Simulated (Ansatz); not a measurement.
# AlN: single-point calculation

AlN (F-43m, 32 atoms in the cell), computed with DFT PBE, scalar-relativistic, plane waves, PAW, no spin polarisation (Ansatz 0.2.0).

The structure derives from a Materials Project entry. It belongs to a series of runs on one base structure; here: the perfect crystal in a cell of 32 atoms.

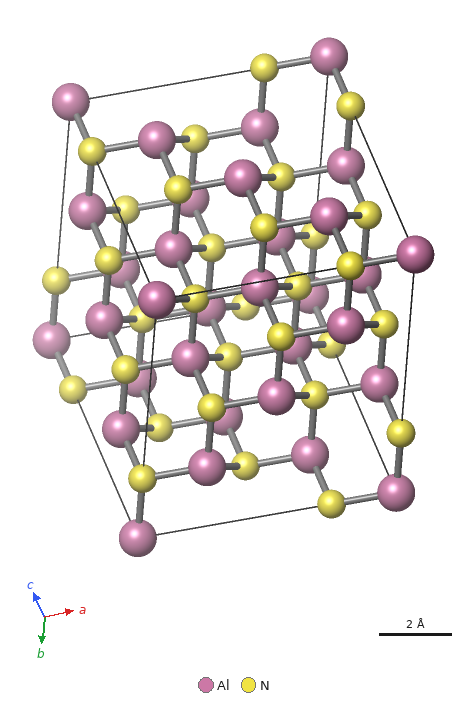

*The structure as given in the input (ball-and-stick view of the cell of the calculation, seen at an oblique angle). An atom can appear more than once, as a periodic image.*

Near neighbours in the periodic cell (some may lie outside the picture): Al has 4 N at 1.91 Å; N has 4 Al at 1.91 Å.

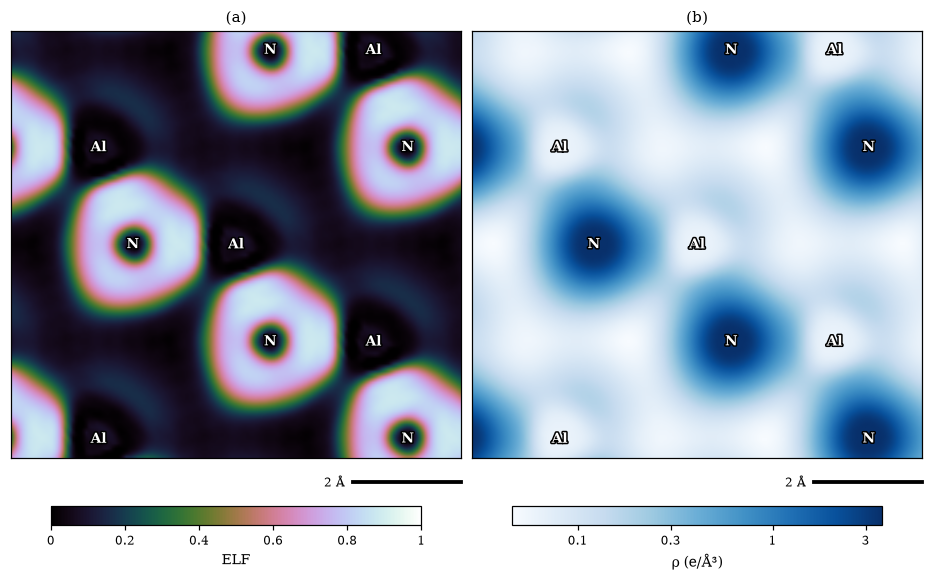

*(a) ELF; (b) valence charge density (pseudo) on the (010) plane of the calculation cell.*

Atoms in the plane: Al and N. Al–N (1.91 Å): the density is about 0.67 e/Å³ at the midpoint; the ELF is about 0.90 at the midpoint. Away from the nuclei the density in this plane falls to 0.05 e/Å³ at its lowest. The fields are those of the smooth PAW valence density.

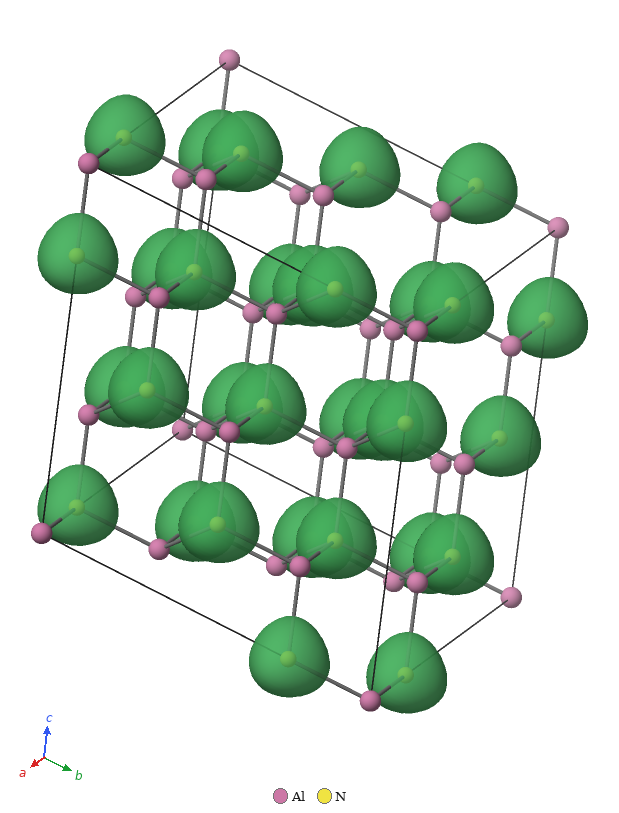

*Isosurface of the valence pseudo-density at 0.8 e/Å³ (green), seen slightly off an axis. Sticks mark near contacts. The outline is the calculation cell.*

At this value the density breaks into separate islands; it holds about 50 % of the electrons treated as valence. It is pinched off along the Al–N (1.91 Å) contacts. On the grid the lowest density along these lines, outside the cores, is 0.55 e/Å³ (Al–N, 1.91 Å).

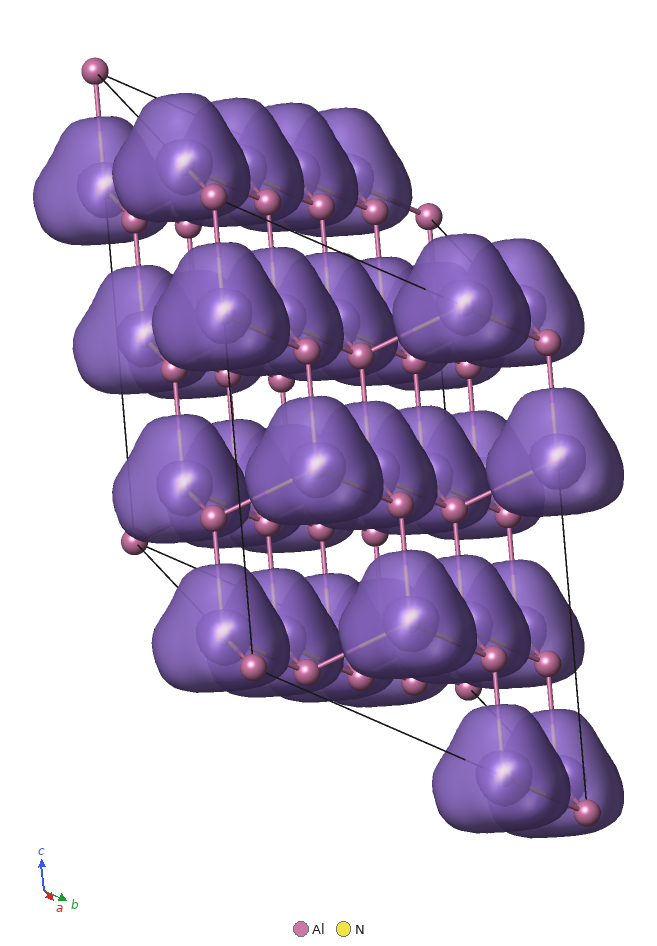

*Isosurface of the electron localisation function at 0.7 (purple), seen slightly off an axis. Only the valence region is drawn (cores and ρ < 0.01 e/Å³ removed). Sticks mark near contacts. The outline is the calculation cell.*

Values along the shortest contacts: Al–N (1.91 Å): the ELF is about 0.85 at the midpoint.

These pictures come from the run below.

Input file
```yaml
crystal:
  lattice:
    - [-4.4031742015, 4.4031742015, -4.4031742015]
    - [4.4031742015, -4.4031742015, -4.4031742015]
    - [-4.4031742015, -4.4031742015, 4.4031742015]
  atoms:
    - { symbol: Al, position: [0.5, 0.25, 0.25] }
    - { symbol: Al, position: [0.25, 0.25, 0.5] }
    - { symbol: Al, position: [0.0, 0.25, 0.75] }
    - { symbol: Al, position: [0.75, 0.0, 0.25] }
    - { symbol: Al, position: [0.75, 0.25, 0.0] }
    - { symbol: Al, position: [0.5, 0.0, 0.5] }
    - { symbol: Al, position: [0.25, 0.0, 0.75] }
    - { symbol: Al, position: [0.0, 0.75, 0.25] }
    - { symbol: Al, position: [1.0, 1.0, 1.0] }
    - { symbol: Al, position: [0.75, 0.75, 0.5] }
    - { symbol: Al, position: [0.5, 0.75, 0.75] }
    - { symbol: Al, position: [0.25, 0.5, 0.25] }
    - { symbol: Al, position: [0.25, 0.75, 0.0] }
    - { symbol: Al, position: [0.0, 0.5, 0.5] }
    - { symbol: Al, position: [0.75, 0.5, 0.75] }
    - { symbol: Al, position: [0.5, 0.5, 0.0] }
    - { symbol: "N", position: [0.5, 0.0, 0.25] }
    - { symbol: "N", position: [0.25, 0.0, 0.5] }
    - { symbol: "N", position: [0.0, 0.0, 0.75] }
    - { symbol: "N", position: [0.75, 0.75, 0.25] }
    - { symbol: "N", position: [0.75, 0.0, 0.0] }
    - { symbol: "N", position: [0.5, 0.75, 0.5] }
    - { symbol: "N", position: [0.25, 0.75, 0.75] }
    - { symbol: "N", position: [0.0, 0.5, 0.25] }
    - { symbol: "N", position: [0.0, 0.75, 0.0] }
    - { symbol: "N", position: [0.75, 0.5, 0.5] }
    - { symbol: "N", position: [0.5, 0.5, 0.75] }
    - { symbol: "N", position: [0.25, 0.25, 0.25] }
    - { symbol: "N", position: [0.25, 0.5, 0.0] }
    - { symbol: "N", position: [0.0, 0.25, 0.5] }
    - { symbol: "N", position: [0.75, 0.25, 0.75] }
    - { symbol: "N", position: [0.5, 0.25, 0.0] }
basis:
  ecutwfc: 420
  xc_grid: 2
kpoints:
  mp_grid: { grid: [2, 2, 2], shift: [0.5, 0.5, 0.5] }
hamiltonian:
  xc: pbe
scf:
  occupations: { method: gaussian, width: 0.01 }
output:
  forces: true
  stress: true
  eigenvalues: true
  write_density: true
  write_potential: true
  elf: true
  volumetric_format: npy
```

Run as:
```bash
ansatz run input.yaml --threads 4 --pin off --max-ram 10240MiB --backend cpu --events-out ev --progress --plain --runs-dir out
```

Log
```
Engine: ansatz 0.2.0, aarch64-unknown-linux-gnu
Pseudopotentials: kind: paw
Pseudopotential: Al, paw, valence charge 3, recommended cutoff 420 eV (normal), Al.paw.azcp
Pseudopotential: N, paw, valence charge 5, recommended cutoff 420 eV (normal), N.paw.azcp
Functional definition: PBE
  parameter kappa = 0.804
  parameter beta = 0.06672455060314922
  exchange = pbe_x(kappa = kappa, mu = beta*pi^2/3)
  correlation = pbe_c(beta = beta)
Crystal: 32 atoms, lattice volume = 341.474 Å³
Basis set: ecut = 420 eV, 6699 PW (Γ), exchange–correlation on 108×108×108 points (8 copies of the dense FFT grid, shifted against one another)
Bands: 96, of which v1, the nominal top of the filled ones, is band 64 counted from 1 (63 counted from 0)
Symmetry: 384 space group operations
Space group: F-43m (ITA 216), of the structure as read, at distance tolerance 7.0e-5 Å
k-points: 2 of 8 (time reversal used)
Non-local potential: Al, projectors of the file, l = 0: 2, l = 1: 2, l = 2: 1
Non-local potential: N, projectors of the file, l = 0: 2, l = 1: 2, l = 2: 1
PAW form: soft (Blöchl's): semilocal exchange-correlation on the pseudo side does not see the compensation charge
PAW one-centre angular grid: Al, 110 points (default); XC on 64 Gauss nodes
PAW one-centre angular grid: N, 110 points (default); XC on 64 Gauss nodes
Initial density: superposition of atomic densities (neutral atoms: chi_scale 0, normalization atom), corrected by the library's trained network
Initial wavefunctions: pseudopotential atomic-orbital guess
Functional: x = pbe(κ = 0.804, μ = 0.2195149727645171), c = pbe(β = 0.06672455060314922)
SCF iter   1: F=—  HF=-14787.389258 eV  |F-HF|=—  |Δ(HF+E_count)|=         —  Δρ=6.88e-4  dr2=5.24e-4  ethr=1.77e-3  ⟨swp⟩=6.5  Hψ=866  notcnv=0  defer=12
preconditioner: auto → Resta (q_TF=auto, 2.317 Å⁻¹)  ε∞=4.1  [insulator: Δε(μ)=4.431 eV  Ē_g=13.010 eV  σ=0.010 eV  W_gap=1.00  n_scr=78 (ndim 8)  ℏωp=22.7 eV  f_vac=0.000  D(μ)=0.00/eV (n_scr^D=0)  ε∞_Penn≈4.1]
SCF iter   2: F=—  HF=-14787.389892 eV  |F-HF|=—  |Δ(HF+E_count)|=   6.33e-4  Δρ=3.73e-4  dr2=2.03e-4  ethr=4.09e-7  ⟨swp⟩=3.0  Hψ=444  notcnv=0  defer=39
SCF iter   3: F=—  HF=-14787.390534 eV  |F-HF|=—  |Δ(HF+E_count)|=   6.43e-4  Δρ=8.75e-5  dr2=1.61e-5  ethr=1.58e-7  ⟨swp⟩=2.0  Hψ=291  notcnv=0  defer=39
SCF iter   4: F=—  HF=-14787.390432 eV  |F-HF|=—  |Δ(HF+E_count)|=   1.02e-4  Δρ=2.04e-5  dr2=1.11e-6  ethr=1.26e-8  ⟨swp⟩=2.0  Hψ=259  notcnv=0  defer=39
SCF iter   5: F=—  HF=-14787.390433 eV  |F-HF|=—  |Δ(HF+E_count)|=   8.68e-7  Δρ=7.68e-6  dr2=1.86e-7  ethr=8.65e-10  ⟨swp⟩=2.0  Hψ=259  notcnv=0  defer=39
SCF iter   6: F=-14787.390433 eV  HF=-14787.390433 eV  |F-HF|=2.49e-9  |Δ(HF+E_count)|=   1.49e-9  Δρ=2.51e-6  dr2=9.59e-9  ethr=7.81e-11  ⟨swp⟩=15.5  Hψ=1202  notcnv=0
SCF 1 converged in 6 iterations: F = -14787.390433 eV  dr2 = 9.59e-9
  greatest PAW one-centre occupation: 0.787 electrons in one spin orbital (limit 2), on the N atom at site 31 (counted from 0), in its partial waves of l = 0
SCF converged after 6 iterations
Free energy (F): -14787.390433 eV
Harris-Foulkes:  -14787.390433 eV  (|F-HF|=2.49e-9)
Internal energy: -14787.390433 eV  (E = F + TS)
E sigma→0 (E₀):  -14787.390433 eV
Fermi energy:    8.683071 eV
--- Per-component energies (eV) ---
  E_band       = 219.730605
  E_kinetic    = 2535.114126
  E_local      = -3599.887258  (includes V_loc(G=0)·N_el)
  E_nonlocal   = 884.868423
  E_hartree    = 1245.475974
  E_xc         = -1624.706800
  E_vxc        = -1721.285303  (∫ρ·V_xc dr)
  E_paw        = -9520.523528  (= ΣΔE_a)
  E_vpaw       = -370.034890  (= ΣTr[D̂ρ^β])
  E_aug_tail   = 0.001550  (compensation charges beyond the density's cutoff)
  E_ewald      = -4707.732918
  E_smearing   = -0.000000  (= −TS)
  E_closure    = -0.000000  (closes the sum)
  Σ components = -14787.390433   (vs F -14787.390433, Δ=0.00e0)
--- Forces (eV/Å), atoms counted from 1 ---
  atom   1  Al     0.00000000    -0.00000000     0.00000000
  atom   2  Al     0.00000000    -0.00000000     0.00000000
  atom   3  Al     0.00000000    -0.00000000     0.00000000
  atom   4  Al    -0.00000000    -0.00000000    -0.00000000
  atom   5  Al     0.00000000    -0.00000000     0.00000000
  atom   6  Al     0.00000000    -0.00000000     0.00000000
  atom   7  Al    -0.00000000     0.00000000     0.00000000
  atom   8  Al     0.00000000    -0.00000000     0.00000000
  atom   9  Al     0.00000000    -0.00000000     0.00000000
  atom  10  Al    -0.00000000     0.00000000     0.00000000
  atom  11  Al     0.00000000    -0.00000000     0.00000000
  atom  12  Al    -0.00000000    -0.00000000     0.00000000
  atom  13  Al     0.00000000    -0.00000000     0.00000000
  atom  14  Al    -0.00000000    -0.00000000     0.00000000
  atom  15  Al    -0.00000000    -0.00000000     0.00000000
  atom  16  Al     0.00000000    -0.00000000     0.00000000
  atom  17  N     -0.00000000    -0.00000000     0.00000000
  atom  18  N     -0.00000000    -0.00000000    -0.00000000
  atom  19  N     -0.00000000    -0.00000000    -0.00000000
  atom  20  N     -0.00000000     0.00000000     0.00000000
  atom  21  N     -0.00000000    -0.00000000     0.00000000
  atom  22  N     -0.00000000    -0.00000000     0.00000000
  atom  23  N     -0.00000000    -0.00000000     0.00000000
  atom  24  N     -0.00000000    -0.00000000     0.00000000
  atom  25  N     -0.00000000     0.00000000    -0.00000000
  atom  26  N     -0.00000000    -0.00000000    -0.00000000
  atom  27  N     -0.00000000    -0.00000000     0.00000000
  atom  28  N     -0.00000000    -0.00000000     0.00000000
  atom  29  N     -0.00000000    -0.00000000    -0.00000000
  atom  30  N     -0.00000000     0.00000000     0.00000000
  atom  31  N     -0.00000000     0.00000000     0.00000000
  atom  32  N      0.00000000    -0.00000000     0.00000000
  max |Σ_I F_I| component: 3.29e-26 eV/Å
--- Stress (GPa, compression-positive) ---
        0.016828       0.000000      -0.000000
       -0.000000       0.016828      -0.000000
        0.000000      -0.000000       0.016828
  P = ⅓ Tr σ = 0.0168 GPa (0.168 kbar)
--- Band table (eV) ---
  k-point 0: bands = ["-7.2860", "-7.2860", "-7.2860", "-7.2860", "-5.8763", "-5.8763", "-5.8763", "-5.8763", "-5.8763", "-5.8763", "-5.8763", "-5.8763", "-5.8763", "-5.8763", "-5.8763", "-5.8763", "2.0297", "2.0297", "2.0297", "2.0297", "2.0297", "2.0297", "2.0297", "2.0297", "2.0297", "2.0297", "2.0297", "2.0297", "3.5012", "3.5012", "3.5012", "3.5012", "4.4321", "4.4321", "4.4321", "4.4321", "4.4321", "4.4321", "4.4321", "4.4321", "4.4321", "4.4321", "4.4321", "4.4321", "5.5483", "5.5483", "5.5483", "5.5483", "5.5483", "5.5483", "5.5483", "5.5483", "5.5483", "5.5483", "5.5483", "5.5483", "6.4683", "6.4683", "6.4683", "6.4683", "6.4683", "6.4683", "6.4683", "6.4683", "12.5456", "12.5456", "12.5456", "12.5456", "12.5456", "12.5456", "12.5456", "12.5456", "12.5456", "12.5456", "12.5456", "12.5456", "12.9697", "12.9697", "12.9697", "12.9697", "16.5105", "16.5105", "16.5105", "16.5105", "16.5105", "16.5105", "16.5105", "16.5105", "16.5105", "16.5105", "16.5105", "16.5105", "17.4855", "17.4855", "17.4855", "17.4855"]
  k-point 1: bands = ["-7.8162", "-6.8022", "-6.8022", "-6.8022", "-6.8022", "-6.1998", "-6.1998", "-6.1998", "-6.1998", "-6.0282", "-5.7014", "-5.7014", "-5.7014", "-5.7014", "-5.4984", "-5.4984", "1.5350", "1.5350", "1.5350", "1.5350", "2.2294", "2.2294", "2.4410", "2.4410", "2.4410", "2.4410", "2.4772", "3.1991", "3.1991", "3.1991", "3.1991", "3.4978", "3.4978", "3.4978", "3.4978", "4.3686", "4.3686", "4.4820", "4.4820", "5.1937", "5.1937", "5.2716", "5.2716", "5.2716", "5.2716", "5.2770", "5.2770", "5.2770", "5.2770", "5.4176", "5.4176", "5.4176", "5.4176", "5.5844", "6.1268", "6.1268", "6.1268", "6.1268", "6.2251", "6.2251", "6.2251", "6.2251", "6.4153", "6.4153", "10.8978", "11.2523", "11.2523", "11.9125", "13.1883", "13.1883", "13.1883", "13.1883", "13.3923", "13.3923", "13.3923", "13.3923", "14.4797", "14.4797", "14.4797", "14.4797", "15.3827", "15.3827", "15.3827", "15.3827", "15.6236", "16.2144", "16.2144", "16.7069", "16.7069", "16.7069", "16.7069", "17.0129", "17.0129", "17.0129", "17.0129", "17.4065"]
```

Summary

| quantity | value |
| --- | --- |
| outcome | converged |
| space group (tolerance 0.01 Å) | F-43m (216) |
| electrons treated | 128 |
| free energy | −14787.3904 eV |
| Fermi energy | 8.683 eV |
| gap on the k-point mesh | 4.43 eV |
| pressure | 0.02 GPa |
| largest force (length of the vector) | under 0.001 eV/Å |
| hardware | 4 threads of Arm Neoverse V1, 24 GiB of memory available, shared host |
| wall time | 2.9 s (CPU time 11 s) |
| peak memory | 0.62 GiB |
